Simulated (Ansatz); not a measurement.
**Geometry relaxation, with input and output: C$_{9}$O (part 2 of 3)**

The same run, continued: C$_{9}$O (slab, 10 atoms in the cell); DFT PBE+D3(BJ), scalar-relativistic, plane waves, PAW, no spin polarisation (Ansatz 0.2.0); cutoff 420 eV, 12×12×1 k-mesh, Gaussian smearing of 0.1 eV. The structure derives from an entry of the Crystallography Open Database. The input holds or restrains some coordinates. Forces given for the steps count only the free coordinates. It belongs to a series of runs on one base structure; here: CO put at a bridge C-C site.

Geometry of the input (Å; fractional positions):
```
2.4650  0.0000  0.0000
-1.2325  2.1347  0.0000
0.0000  0.0000  30.2577
C  0.0000  0.0000  0.2809
C  0.6667  0.3333  0.2809
C  0.0000  0.0000  0.3923
C  0.3333  0.6667  0.3923
C  0.0000  0.0000  0.5036
C  0.6667  0.3333  0.5036
C  0.0000  0.0000  0.6150
C  0.3333  0.6667  0.6150
C  0.1667  0.3333  0.6612
O  0.1667  0.3333  0.6992
```

**What the program printed, continued**
```
relax step  16: F+E_penalty+E_count = -2822.55088593 eV  Δ(F+E_penalty+E_count) = -3.284e-1 eV  max|allowed force component| = 2.941e0 eV/Å  Δτ_max = 0.1949 Å  (7 SCF iters, dr2 threshold 1.00e-4 eV, accepted)
SCF 17 converged in 6 iterations: F = -2822.991288 eV  dr2 = 6.66e-6
relax step  17: F+E_penalty+E_count = -2822.99128762 eV  Δ(F+E_penalty+E_count) = -4.404e-1 eV  max|allowed force component| = 3.477e0 eV/Å  Δτ_max = 0.1943 Å  (6 SCF iters, dr2 threshold 1.00e-4 eV, accepted)
SCF 18 converged in 7 iterations: F = -2823.350322 eV  dr2 = 1.93e-6
relax step  18: F+E_penalty+E_count = -2823.35032204 eV  Δ(F+E_penalty+E_count) = -3.590e-1 eV  max|allowed force component| = 3.064e0 eV/Å  Δτ_max = 0.1945 Å  (7 SCF iters, dr2 threshold 1.00e-4 eV, accepted)
SCF 19 converged in 6 iterations: F = -2823.669654 eV  dr2 = 7.86e-6
relax step  19: F+E_penalty+E_count = -2823.66965405 eV  Δ(F+E_penalty+E_count) = -3.193e-1 eV  max|allowed force component| = 1.837e0 eV/Å  Δτ_max = 0.1946 Å  (6 SCF iters, dr2 threshold 1.00e-4 eV, accepted)
SCF 20 converged in 6 iterations: F = -2823.896211 eV  dr2 = 6.05e-6
relax step  20: F+E_penalty+E_count = -2823.89621073 eV  Δ(F+E_penalty+E_count) = -2.266e-1 eV  max|allowed force component| = 1.235e0 eV/Å  Δτ_max = 0.1963 Å  (6 SCF iters, dr2 threshold 1.00e-4 eV, accepted)
SCF 21 converged in 6 iterations: F = -2823.986863 eV  dr2 = 2.00e-5
relax step  21: F+E_penalty+E_count = -2823.98686291 eV  Δ(F+E_penalty+E_count) = -9.065e-2 eV  max|allowed force component| = 6.203e-1 eV/Å  Δτ_max = 0.2000 Å  (6 SCF iters, dr2 threshold 1.00e-4 eV, accepted)
SCF 22 converged in 6 iterations: F = -2824.038551 eV  dr2 = 4.54e-5
relax step  22: F+E_penalty+E_count = -2824.03855071 eV  Δ(F+E_penalty+E_count) = -5.169e-2 eV  max|allowed force component| = 2.929e-1 eV/Å  Δτ_max = 0.2000 Å  (6 SCF iters, dr2 threshold 9.71e-5 eV, accepted)
SCF 23 converged in 7 iterations: F = -2824.071206 eV  dr2 = 6.71e-7
relax step  23: F+E_penalty+E_count = -2824.07120596 eV  Δ(F+E_penalty+E_count) = -3.266e-2 eV  max|allowed force component| = 1.333e-1 eV/Å  Δτ_max = 0.2000 Å  (7 SCF iters, dr2 threshold 1.91e-5 eV, accepted)
SCF 24 converged in 8 iterations: F = -2824.089818 eV  dr2 = 3.42e-8
relax step  24: F+E_penalty+E_count = -2824.08981836 eV  Δ(F+E_penalty+E_count) = -1.861e-2 eV  max|allowed force component| = 6.004e-2 eV/Å  Δτ_max = 0.1903 Å  (8 SCF iters, dr2 threshold 3.68e-6 eV, accepted)
SCF 25 converged in 12 iterations: F = -2824.102410 eV  dr2 = 4.10e-11
relax step  25: F+E_penalty+E_count = -2824.10241021 eV  Δ(F+E_penalty+E_count) = -1.259e-2 eV  max|allowed force component| = 1.385e-1 eV/Å  Δτ_max = 0.1945 Å  (12 SCF iters, accepted)
SCF 26 converged in 9 iterations: F = -2824.108445 eV  dr2 = 5.36e-9
relax step  26: F+E_penalty+E_count = -2824.10844462 eV  Δ(F+E_penalty+E_count) = -6.034e-3 eV  max|allowed force component| = 1.558e-1 eV/Å  Δτ_max = 0.1935 Å  (9 SCF iters, dr2 threshold 3.89e-6 eV, accepted)
SCF 27 converged in 6 iterations: F = -2824.110381 eV  dr2 = 2.14e-5
relax step  27: F+E_penalty+E_count = -2824.11038134 eV  Δ(F+E_penalty+E_count) = -1.937e-3 eV  max|allowed force component| = 5.406e-2 eV/Å  Δτ_max = 0.1427 Å  (6 SCF iters, dr2 threshold 2.43e-5 eV, accepted)
SCF 28 converged in 9 iterations: F = -2824.110493 eV  dr2 = 1.15e-10
relax step  28: F+E_penalty+E_count = -2824.11049257 eV  Δ(F+E_penalty+E_count) = -1.112e-4 eV  max|allowed force component| = 4.186e-2 eV/Å  Δτ_max = 0.0334 Å  (9 SCF iters, accepted)
SCF 29 converged in 8 iterations: F = -2824.110652 eV  dr2 = 2.41e-10
relax step  29: F+E_penalty+E_count = -2824.11065156 eV  Δ(F+E_penalty+E_count) = -1.590e-4 eV  max|allowed force component| = 1.628e-2 eV/Å  Δτ_max = 0.0217 Å  (8 SCF iters, accepted)
SCF 30 converged in 7 iterations: F = -2824.110969 eV  dr2 = 1.63e-8
relax step  30: F+E_penalty+E_count = -2824.11096902 eV  Δ(F+E_penalty+E_count) = -3.175e-4 eV  max|allowed force component| = 4.736e-2 eV/Å  Δτ_max = 0.0610 Å  (7 SCF iters, accepted)
SCF 31 converged in 9 iterations: F = -2824.111372 eV  dr2 = 4.72e-10
relax step  31: F+E_penalty+E_count = -2824.11137204 eV  Δ(F+E_penalty+E_count) = -4.030e-4 eV  max|allowed force component| = 1.309e-1 eV/Å  Δτ_max = 0.1495 Å  (9 SCF iters, accepted)
SCF 32 converged in 5 iterations: F = -2824.111749 eV  dr2 = 4.00e-6
relax step  32: F+E_penalty+E_count = -2824.11174892 eV  Δ(F+E_penalty+E_count) = -3.769e-4 eV  max|allowed force component| = 9.730e-2 eV/Å  Δτ_max = 0.0504 Å  (5 SCF iters, dr2 threshold 1.71e-5 eV, accepted)
SCF 33 converged in 8 iterations: F = -2824.111275 eV  dr2 = 1.53e-8
relax step  33: F+E_penalty+E_count = -2824.11127521 eV  Δ(F+E_penalty+E_count) = +4.737e-4 eV  max|allowed force component| = 8.713e-2 eV/Å  Δτ_max = 0.1869 Å  (8 SCF iters, dr2 threshold 5.23e-6 eV, rejected (line search))
iter 1 solved again at ethr=1.03e-3 eV; its pass at ethr=3.10e-3 eV (dr2=4.31e-1 eV) is discarded
SCF iter   1: F=—  HF=-2824.239837 eV  |F-HF|=—  |Δ(HF+E_count)|=         —  Δρ=2.64e-2  dr2=4.45e-1  ethr=1.03e-3  p=-0.044 e·Å  D=-5.05e-2 V/Å  ΔV_dip=1.53 eV  dr2_dipole=2.05e-3  V_vac-E_F(+/−)=5.82/4.29 eV  ⟨swp⟩=1.1  Hψ=6024  notcnv=0  defer=99
efield: sawtooth ramp at fractional position 0.9701 (handed on by an earlier solve), width 0.0400; the density the first Hamiltonian is built on has a dipole p = -0.044 e·Å; the dipole correction subtracts the counter field D = -5.05e-2 V/Å, which shifts the + side's vacuum level by +1.53 eV against the − side's; the planar-averaged density in the ramp window peaks in size at 4.8e-6 e/Å³
preconditioner: auto → LDOS  [metal: Δε(μ)=0.028 eV  Ē_g=15.017 eV  σ=0.100 eV  W_gap=0.16  n_scr=20 (ndim 8)  ℏωp=19.0 eV  f_vac=0.417  D(μ)=0.65/eV (n_scr^D=8)  β→1.0]
SCF iter   2: F=—  HF=-2824.147079 eV  |F-HF|=—  |Δ(HF+E_count)|=   9.28e-2  Δρ=9.26e-3  dr2=1.04e-1  ethr=1.03e-3  p=-0.046 e·Å  D=-5.27e-2 V/Å  ΔV_dip=1.59 eV  dr2_dipole=3.44e-3  V_vac-E_F(+/−)=5.88/4.28 eV  ⟨swp⟩=2.9  Hψ=2448  notcnv=0  defer=99
SCF iter   3: F=—  HF=-2824.114640 eV  |F-HF|=—  |Δ(HF+E_count)|=   3.24e-2  Δρ=2.78e-3  dr2=1.44e-2  ethr=2.48e-4  p=-0.044 e·Å  D=-4.96e-2 V/Å  ΔV_dip=1.50 eV  dr2_dipole=2.71e-4  V_vac-E_F(+/−)=5.79/4.29 eV  ⟨swp⟩=2.1  Hψ=2723  notcnv=0  defer=139
SCF iter   4: F=—  HF=-2824.112252 eV  |F-HF|=—  |Δ(HF+E_count)|=   2.39e-3  Δρ=7.00e-4  dr2=9.44e-4  ethr=3.42e-5  p=-0.045 e·Å  D=-5.11e-2 V/Å  ΔV_dip=1.55 eV  dr2_dipole=5.50e-7  V_vac-E_F(+/−)=5.84/4.29 eV  ⟨swp⟩=2.0  Hψ=2292  notcnv=0  defer=143
SCF iter   5: F=—  HF=-2824.112085 eV  |F-HF|=—  |Δ(HF+E_count)|=   1.67e-4  Δρ=1.28e-4  dr2=2.60e-5  ethr=2.25e-6  p=-0.045 e·Å  D=-5.07e-2 V/Å  ΔV_dip=1.53 eV  dr2_dipole=1.78e-7  V_vac-E_F(+/−)=5.82/4.29 eV  ⟨swp⟩=2.0  Hψ=1602  notcnv=0  defer=143
SCF iter   6: F=—  HF=-2824.112120 eV  |F-HF|=—  |Δ(HF+E_count)|=   3.43e-5  Δρ=5.28e-5  dr2=3.72e-6  ethr=6.18e-8  p=-0.045 e·Å  D=-5.06e-2 V/Å  ΔV_dip=1.53 eV  dr2_dipole=1.44e-7  V_vac-E_F(+/−)=5.82/4.29 eV  ⟨swp⟩=2.0  Hψ=2099  notcnv=0  defer=140
SCF iter   7: F=—  HF=-2824.112119 eV  |F-HF|=—  |Δ(HF+E_count)|=   6.53e-7  Δρ=1.09e-5  dr2=2.32e-7  ethr=8.86e-9  p=-0.045 e·Å  D=-5.07e-2 V/Å  ΔV_dip=1.53 eV  dr2_dipole=8.90e-8  V_vac-E_F(+/−)=5.82/4.29 eV  ⟨swp⟩=2.0  Hψ=1860  notcnv=0  defer=140
SCF iter   8: F=-2824.112119 eV  HF=-2824.112119 eV  |F-HF|=3.78e-10  |Δ(HF+E_count)|=   1.42e-7  Δρ=2.54e-6  dr2=1.85e-8  ethr=2.38e-10  p=-0.045 e·Å  D=-5.07e-2 V/Å  ΔV_dip=1.53 eV  dr2_dipole=7.25e-9  V_vac-E_F(+/−)=5.82/4.29 eV  ⟨swp⟩=18.5  Hψ=10726  notcnv=0
SCF 34 converged in 8 iterations: F = -2824.112119 eV  dr2 = 1.85e-8
relax step  34: F+E_penalty+E_count = -2824.11211904 eV  Δ(F+E_penalty+E_count) = -3.701e-4 eV  max|allowed force component| = 1.503e-2 eV/Å  Δτ_max = 0.0428 Å  (8 SCF iters, accepted)
```

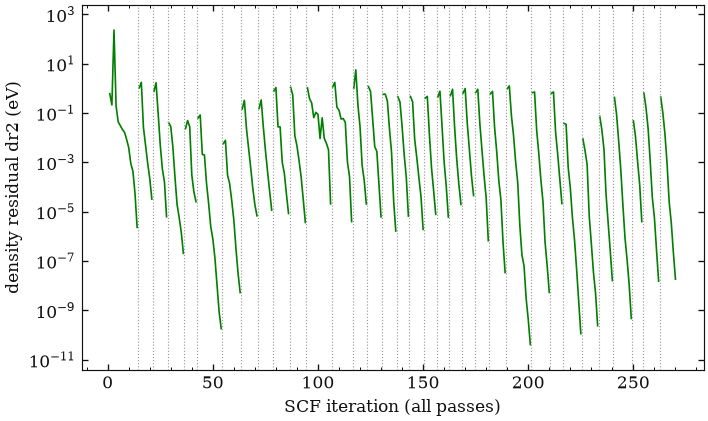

Fig. 1: Convergence of the self-consistent field: density residual dr2 against the SCF iteration. The dotted lines part the SCF passes of the relaxation: geometry steps, rejected trials and re-solves on a re-selected basis. The 34 passes take 5 to 14 iterations each, 270 in all.

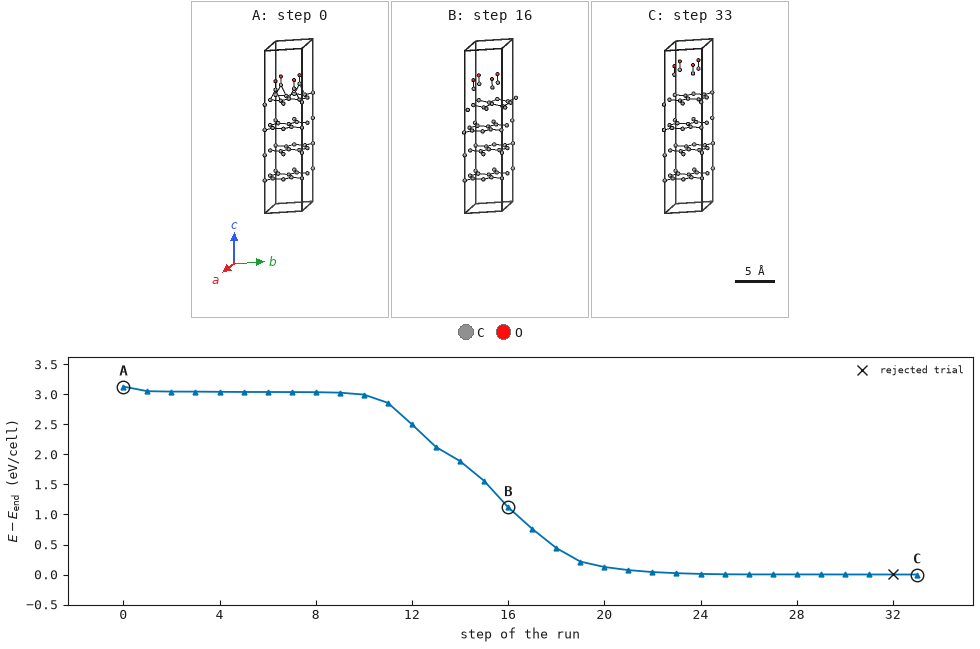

Fig. 2: Frames of the restrained relaxation (ball-and-stick view of the 2 × 2 repeat of the cell, with the vacuum cut short, seen slightly off an axis) above the curves, on which the letters mark them (the first geometry is step 0 here and step 1 in the log).

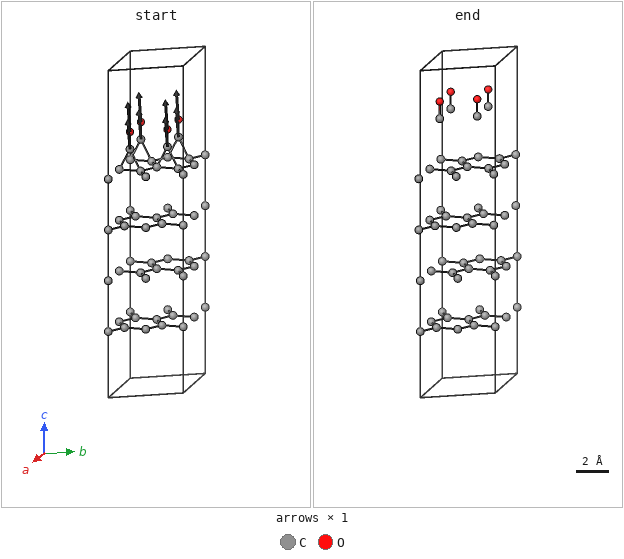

Fig. 3: Before (left) and after (right) the restrained relaxation, at one scale (ball-and-stick view of the 2 × 2 repeat of the cell, with the vacuum cut short, seen slightly off an axis). The black arrows give the displacements, at true length. The atom that moves furthest is C9 (2.02 Å). Largest moves by element: C 2.02 Å, O 2.00 Å. The cell doesn't change. Among the contacts that change: C8–C9 1.570 → 3.479 Å, C7–C9 1.570 → 3.461 Å, C9–O10 1.150 → 1.134 Å. Bonds break: C7–C9 (1.57 → 3.46 Å), C8–C9 (1.57 → 3.48 Å). The energy falls by 3.132 eV per cell of the calculation in 33 geometry steps. Largest force component: 4 eV/Å at the start, 0.015 eV/Å at the end. The line search rejected the trial step at point 32 (counted from 0) and went back. (Atoms are counted from 1 in the order of the input.)

```
WARN: The output density's exchange-correlation potential varies sharply where the density is thin. Do not read a vacuum level from v_tot or v_xc, or from such a field of the output density. On a cell that repeats whose density bears no net charge and no dipole along the vacuum's axis use v_es (v_loc + v_h of the components); under efield.dipole_correction with no amplitude use v_es + v_field, which holds any external_charges[].barrier, or the levels of the report's work_function block, which leave it out; under a non-zero efield.amplitude the vacuum is tilted and has no level; on a cell that repeats and bears such a dipole with no correction it is tilted too, and efield.dipole_correction with no amplitude gives each side of its ramp a level where efield: is served; in a cell that repeats whose density bears a net charge (total_charge, or a fill off its count) it is curved and has none; of a slab under crystal.periodic whose density bears no net charge use v_es, which has a level on each side, short of where the two are joined; of another it falls or rises all the way out and has none; of a slab beside external_charges read slab_vacuum_level instead, which it has where they leave it neutral. The grid or the basis barely resolves most such structure, and the values can differ between equally converged runs; as a rule a tighter scf.convergence.dr2_threshold does not remove it. Where the density itself ripples (under the LDA too) a higher basis.ecutwfc lessens it. The files hold the spikes' plane waves up to the density's cutoff. Files: v_tot_of_output_density and the like, and their columns of v_z.tsv (output.write_potential); v_xc_of_output_density and the like, and their columns of v_comp_z.tsv (output.write_potential_components). Measured: with its Gaussian average of σ = 0.25 Å subtracted twice, the exchange-correlation potential is over 0.1 eV at 20 of the grid points where the equally averaged density (valence and model cores) is under 1e-3 e/Å³, and 0.128 eV at the most among them, at an averaged density of 5.7e-8 e/Å³. The input density's (outcome.potential() and, of a run that writes arrays, v_tot and v_xc) is over 0.1 eV, so measured, at 98 points of its own thin density, 0.155 eV at the most. See output.write_potential in the manual, Limitations
SCF converged after 8 iterations
Free energy (F): -2824.112119 eV
Harris-Foulkes:  -2824.112119 eV  (|F-HF|=3.78e-10)
Internal energy: -2824.108617 eV  (E = F + TS)
E sigma→0 (E₀):  -2824.110368 eV
Entropy (-TS):   -0.003502 eV (-0.350 meV/atom)
Fermi energy:    1.503616 eV
Dipole field:    D = -0.050791 V/Å  (p = -0.044691 e·Å, saw-weighted, corrected)
Work function:   Φ+ = 5.8250 eV   Φ− = 4.2881 eV
Levels:          The Fermi level and band energies are counted from a zero that moves with the ramp; work functions are not
--- Per-component energies (eV) ---
  E_band       = -324.846828
  E_kinetic    = 987.209736
  E_local      = -28141.432509  (includes V_loc(G=0)·N_el)
  E_nonlocal   = 296.904271
  E_hartree    = 13626.268372
  E_xc         = -503.100797
  E_vxc        = -625.294317  (∫ρ·V_xc dr)
  E_paw        = -1052.001346  (= ΣΔE_a)
  E_vpaw       = -96.705274  (= ΣTr[D̂ρ^β])
  E_aug_tail   = 0.002501  (compensation charges beyond the density's cutoff)
  E_efield     = 0.001135  (sawtooth field / dipole correction)
  E_vefield    = 1.932691  (∫n·V_field dr)
  E_ewald      = 11963.417764
  E_disp       = -1.377745  (pairwise vdW)
  E_smearing   = -0.003502  (= −TS)
  E_closure    = -0.000000  (closes the sum)
  Σ components = -2824.112119   (vs F -2824.112119, Δ=0.00e0)
--- Forces (eV/Å), atoms counted from 1 ---
  atom   1  C      0.00000000     0.00068139     0.00991329
  atom   2  C      0.00000000    -0.00005139    -0.01200403
  atom   3  C      0.00000000     0.00123587    -0.00178802
  atom   4  C      0.00000000    -0.00235691     0.00273179
  atom   5  C      0.00000000    -0.00208982     0.00089371
  atom   6  C      0.00000000     0.00222615     0.00248487
  atom   7  C      0.00000000     0.00790862    -0.00380927
  atom   8  C      0.00000000    -0.00815585     0.00156320
  atom   9  C      0.00000000     0.00181856    -0.01503302
  atom  10  O      0.00000000    -0.00126545     0.01501418
  max |Σ_I F_I| component: 4.88e-5 eV/Å
--- Band table (eV; the first three rows and the last of 43) ---
  k-point 0: bands = ["-23.5484", "-18.0898", "-17.9786", "-17.8808", "-17.6157", "-9.0240", "-6.7755", "-6.2762", "-5.7204", "-5.2796", "-4.7672", "-2.3586", "-2.3577", "-1.5126", "-1.5126", "-1.4995", "-1.4992", "-1.4478", "-1.4474", "-1.1570", "-1.1489", "5.0945", "6.2499", "6.5937", "7.0834", "7.7175", "8.1919", "8.6505", "8.6513", "9.3383", "9.7638"]
  k-point 1: bands = ["-23.4627", "-17.9247", "-17.8144", "-17.7177", "-17.4521", "-8.8999", "-6.5755", "-6.0821", "-5.5489", "-5.1400", "-4.7423", "-2.5542", "-2.4381", "-2.1679", "-2.1496", "-2.0992", "-1.8539", "-1.8376", "-1.8008", "-1.7868", "-1.4958", "5.3157", "6.4625", "6.8079", "7.3032", "7.8660", "8.2165", "8.4181", "8.5293", "9.5493", "9.8925"]
```
